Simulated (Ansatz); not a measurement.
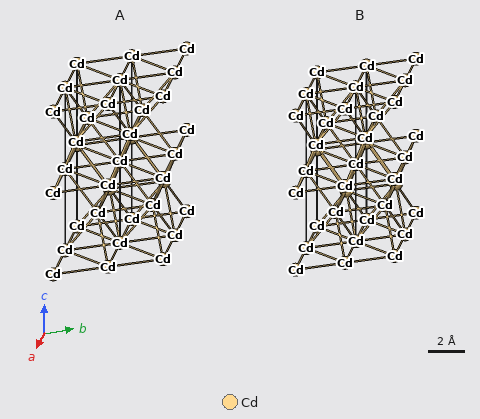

Two geometries of solid Cd (a generated structure, set up in P6_3/mmc) (coarse preliminary run), drawn at one scale. One is the start of a relaxation, the other its converged end. Style: ball-and-stick. Shown: the cell of the calculation, repeated 2 × 2 × 1 with one cell outlined, from a free direction.

Level of theory: DFT PBE, scalar-relativistic, plane waves, PAW (Ansatz 0.2.0). Settings: plane-wave cutoff 420 eV; k-point mesh 6 × 6 × 2; occupations gaussian; smearing width 0.1 eV; no spin polarisation; cell and atoms relaxed; force threshold 0.05 eV/Å; at most 60 steps.

Question: Which of the two is the end point?

Answer: Structure A is the relaxed one. Case: Ag → Cd on all its sites, cell and atoms relaxed. After 4 accepted moves (6 points after the start) the energy has fallen by 1.142 eV per cell of the calculation. All forces vanish by symmetry, so only the cell relaxes. The pressure goes from 22.73 to 0.14 GPa. At 2 points the geometry stayed and the basis and grid were re-selected for the new cell (energy shift of 12.8 meV per cell of the calculation at most each time). The atoms keep their places relative to the cell (all moves are under 0.005 Å). The volume changes by +29.7 %, with a = b 2.920 → 3.236 Å (+10.8 %), c 9.537 → 10.077 Å (+5.7 %). Some distances before and after: Cd–Cd 2.920 → 3.236 Å, Cd–Cd 2.920 → 3.136 Å. The space group stays P6_3/mmc (No. 194). The run took 20 s on 1 thread of Arm Neoverse V1, with other jobs on the host, peak memory 0.36 GiB.
